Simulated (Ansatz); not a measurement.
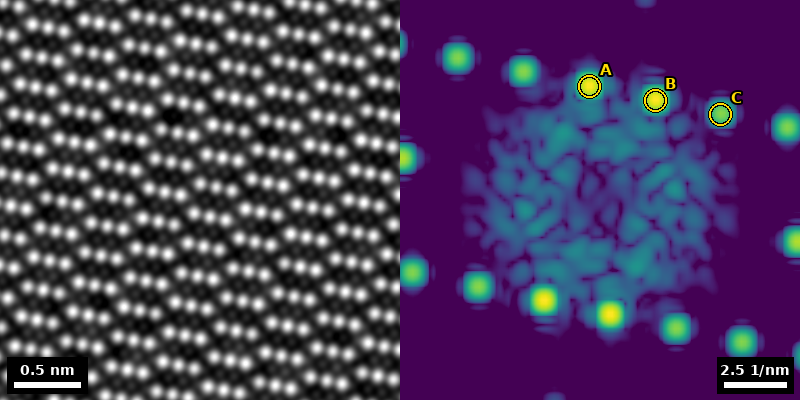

Phase-contrast TEM-like image of Ru (P6/mmm, No. 191) along [101]. Simulated in the weak-phase-object approximation with neutral-atom potentials: 200 kV, Cs = −20 µm, defocus +85 Å (negative is underfocus), defocus spread 12 Å, aperture 1.14 1/Å. The speckle of an amorphous layer was added. Structure used: the input geometry of a calculation; the starting structure was generated, so it need not be a known form of this composition.

The right panel is the modulus of the image's Fourier transform on a logarithmic scale.

a = 4.270 Å, b = 4.270 Å, c = 2.683 Å, α = 90.00°, β = 90.00°, γ = 120.00°

### Index the marked spots and give their plane spacings (the zone axis points at the viewer; indices equivalent by symmetry, or all signs reversed, are as good).

A: (1 0 -1), d = 2.17 Å; B: (1 -1 -1), d = 2.17 Å; C: (1 -2 -1), d = 1.67 Å. A and B enclose 34°, and every spot obeys the zone law hu + kv + lw = 0 for [101].
